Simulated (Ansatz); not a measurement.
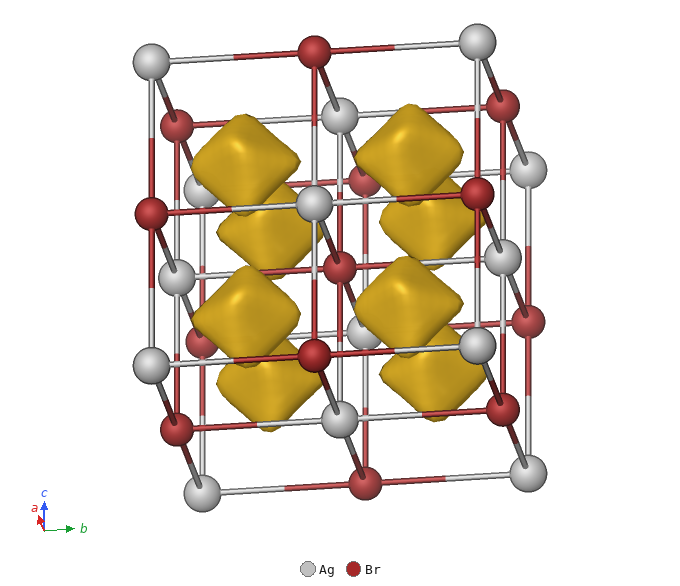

Crystal voids of AgBr (Fm-3m): the yellow surface encloses the regions where the procrystal electron density, the sum of the densities of spherically averaged neutral Hartree-Fock atoms, is below 0.007 e/bohr³ (1×1×1 cells, view from a free direction). No self-consistent density enters. Pale faces close the region where the drawn box cuts it. From Rb on the atoms have core potentials, so only their outer electrons count. The usual level for crystal voids is 0.002 e/bohr³; this crystal has almost no region below it, so a higher level is used, which marks the interstitial space of lowest density.

Source of the atomic positions: a calculation's input that goes back to an entry of the Crystallography Open Database (an earlier step may have relaxed or displaced it).

```cif
data_structure
_symmetry_space_group_name_H-M 'Fm-3m'
_symmetry_Int_Tables_number 225
_cell_length_a 5.7855
_cell_length_b 5.7855
_cell_length_c 5.7855
_cell_angle_alpha 90.000
_cell_angle_beta 90.000
_cell_angle_gamma 90.000
_cell_volume 193.65
loop_
_atom_site_label
_atom_site_type_symbol
_atom_site_symmetry_multiplicity
_atom_site_Wyckoff_symbol
_atom_site_fract_x
_atom_site_fract_y
_atom_site_fract_z
_atom_site_occupancy
Ag1 Ag 4 a 0.00000 0.00000 0.00000 1
Br1 Br 4 b 0.50000 0.00000 0.00000 1
```

### What share of the cell is void by this measure?

The voids take about 9.1 % of the cell (18 Å³ of 193.7 Å³) and are bounded by about 70 Å² of surface per cell.

### Are the voids connected in the whole crystal?

They are isolated pockets that do not connect across cells.

### How low does the density fall, and where?

To about 0.0041 e/bohr³ near 0.25, 0.25, 0.25 (fractional), 2.5 Å from the nearest nucleus.

### At what density do the voids first join through the crystal?

At about 0.0077 e/bohr³, as a three-dimensional network.
